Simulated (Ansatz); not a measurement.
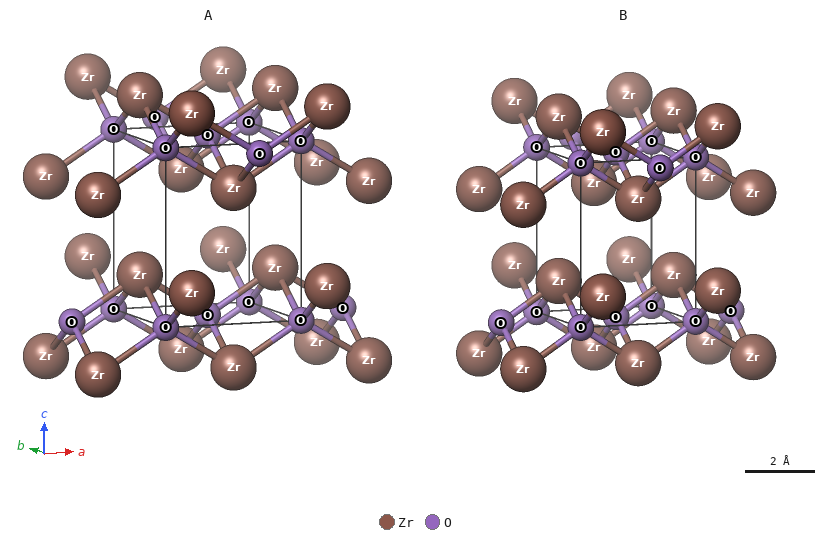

Two geometries of a crystal of ZrO (a generated structure, set up in P4/nmm) (coarse preliminary run), drawn at one scale. One is the start of a relaxation, the other its converged end. A ball-and-stick model of the cell of the calculation, seen slightly off an axis.

The calculation used DFT PBEsol, scalar-relativistic, plane waves, PAW (Ansatz). Set-up: plane-wave cutoff 420 eV; k-point mesh 6 × 6 × 4; occupations gaussian; smearing width 0.1 eV; no spin polarisation; cell and atoms relaxed; force threshold 0.05 eV/Å; at most 60 steps.

### Which of the two is the end point?

Structure B is the relaxed one. Case: Sn → Zr on all its sites, cell and atoms relaxed. The energy falls by 4.805 eV per cell of the calculation in 7 accepted moves (9 points after the start). Largest force component: 3.7 eV/Å at the start, 0.00029 eV/Å at the end. Pressure: −29.96 GPa at the start and −0.02 GPa at the end. At 2 points the geometry stayed and the basis and grid were re-selected for the new cell (energy shift of 12.2 meV per cell of the calculation at most each time). The largest moves relative to the cell, 0.035 Å, are those of Zr atoms. O stays in place. The volume changes by −34.2 %, with a = b 4.229 → 3.587 Å (−15.2 %), c 5.283 → 4.835 Å (−8.5 %). Among the contacts that change: Zr–Zr 3.937 → 3.406 Å, O–Zr 2.472 → 2.123 Å. Bond angles that change, for instance: O–Zr–O 117.6° → 115.3°, Zr–O–Zr 117.6° → 115.3°. The space group stays P4/nmm (No. 129).

Limits of the set-up: layers or molecules are held without a dispersion correction, so their spacing is unreliable.
